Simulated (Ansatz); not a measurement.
This input was run:

```
crystal:
  lattice:
    - [5.6574267962, 0.0, 0.0]
    - [-2.8287133981, 4.8994753256, 0.0]
    - [0.0, 0.0, 21.774087045]
  atoms:
    - { symbol: F, position: [0.1666666667, 0.3333333333, 0.3674092045] }
    - { symbol: F, position: [0.1666666667, 0.8333333333, 0.3674092045] }
    - { symbol: F, position: [0.6666666667, 0.3333333333, 0.3674092045] }
    - { symbol: F, position: [0.6666666667, 0.8333333333, 0.3674092045] }
    - { symbol: Li, position: [0.3333333333, 0.1666666667, 0.4204455227] }
    - { symbol: Li, position: [0.3333333333, 0.6666666667, 0.4204455227] }
    - { symbol: Li, position: [0.8333333333, 0.1666666667, 0.4204455227] }
    - { symbol: Li, position: [0.8333333333, 0.6666666667, 0.4204455227] }
    - { symbol: F, position: [0.5, 0.5, 0.4734818409] }
    - { symbol: F, position: [0.5, 0.0, 0.4734818409] }
    - { symbol: F, position: [0.0, 0.5, 0.4734818409] }
    - { symbol: F, position: [0.0, 0.0, 0.4734818409] }
    - { symbol: Li, position: [0.6666666667, 0.3333333333, 0.5265181591] }
    - { symbol: Li, position: [0.6666666667, 0.8333333333, 0.5265181591] }
    - { symbol: Li, position: [0.1666666667, 0.3333333333, 0.5265181591] }
    - { symbol: Li, position: [0.1666666667, 0.8333333333, 0.5265181591] }
    - { symbol: F, position: [0.8333333333, 0.6666666667, 0.5795544773] }
    - { symbol: F, position: [0.8333333333, 0.1666666667, 0.5795544773] }
    - { symbol: F, position: [0.3333333333, 0.6666666667, 0.5795544773] }
    - { symbol: F, position: [0.3333333333, 0.1666666667, 0.5795544773] }
    - { symbol: Li, position: [0.0, 0.5, 0.6325907955] }
    - { symbol: Li, position: [0.0, 0.0, 0.6325907955] }
    - { symbol: Li, position: [0.5, 0.5, 0.6325907955] }
    - { symbol: Li, position: [0.5, 0.0, 0.6325907955] }
basis:
  ecutwfc: 420
kpoints:
  mp_grid: { grid: [3, 3, 1] }
hamiltonian:
  xc: pbe
  dispersion: d3bj
scf:
  occupations: { method: gaussian, width: 0.05 }
output:
  forces: true
  eigenvalues: true
  write_density: true
  write_potential: true
  elf: true
  volumetric_format: npy
relax:
  adjacent_minimum: "off"
  f_tol: 0.03
  max_steps: 70
  constraints: [{ sites: [0, 1, 2, 3, 4, 5, 6, 7, 8, 9, 10, 11] }]
efield:
  axis: 3
  dipole_correction: true
  ramp_width: 0.04
```

Run as:
```bash
ansatz run input.yaml --threads 2 --pin off --max-ram 5120MiB --backend cpu --events-out ev --progress --plain --runs-dir out
```

What does the potential across the slab give for the work function?

The work function is 4.16 eV at the right face and 11.05 eV at the left. The vacuum level is 6.89 eV higher at the left than at the right, so the slab carries a dipole along its normal; the ramp in the vacuum, at or near the edge of the plot, is the dipole correction that keeps each side flat. Some atoms were held fixed in the relaxation, which can itself make the faces differ. The outermost atoms are 5.6 Å apart, which leaves 16.2 Å of vacuum in a cell 21.8 Å high.

The run may have settled in a state above the lowest, so this need not be the ground state.

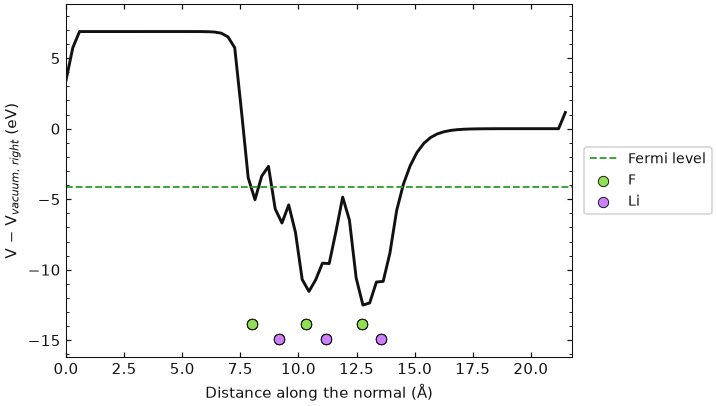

Plane-averaged electrostatic potential energy of an electron across the slab; circles at the bottom mark the heights of the atoms (positions after relaxation).
